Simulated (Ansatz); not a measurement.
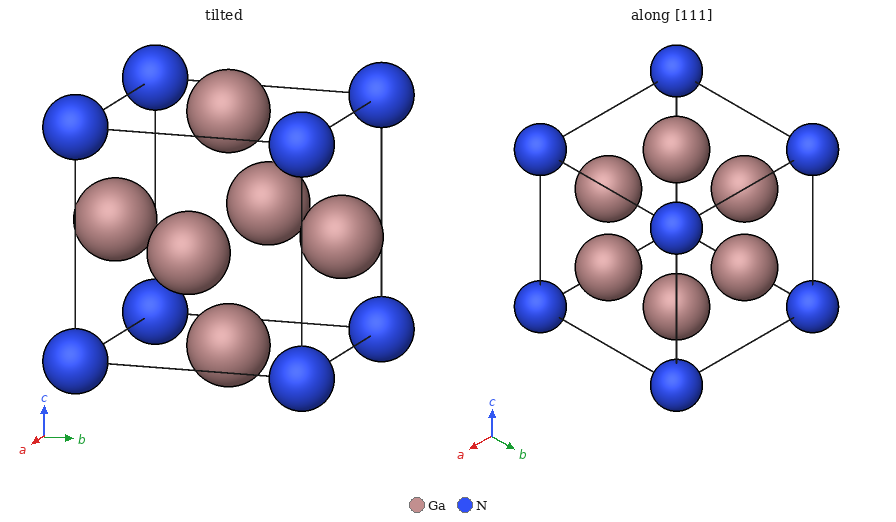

We look at a spheres-only model of the crystal slightly off an axis and along [111]. Lines trace the edges of the conventional unit cell. Cell: a = 4.060 Å, b = 4.060 Å, c = 4.060 Å, α = 90.00°, β = 90.00°, γ = 90.00°.

- The compound is Ga3N.
- Space group: Pm-3m (No. 221). Lattice: primitive cubic.
- Prototype: Cu₃Au (L1₂) type.
- The cell comprises 1 formula unit: 3 Ga, 1 N.

Origin of the cell: a structure listed in the Materials Project, with elements exchanged, so it need not be a known form of the compound. The cell was then strained or its atoms displaced on purpose. It was run through Ansatz as a DFT input.

At this level of theory the cell isn't at rest (stretched, at -5 GPa), so its distances can differ from those at equilibrium, the more so the softer the solid.
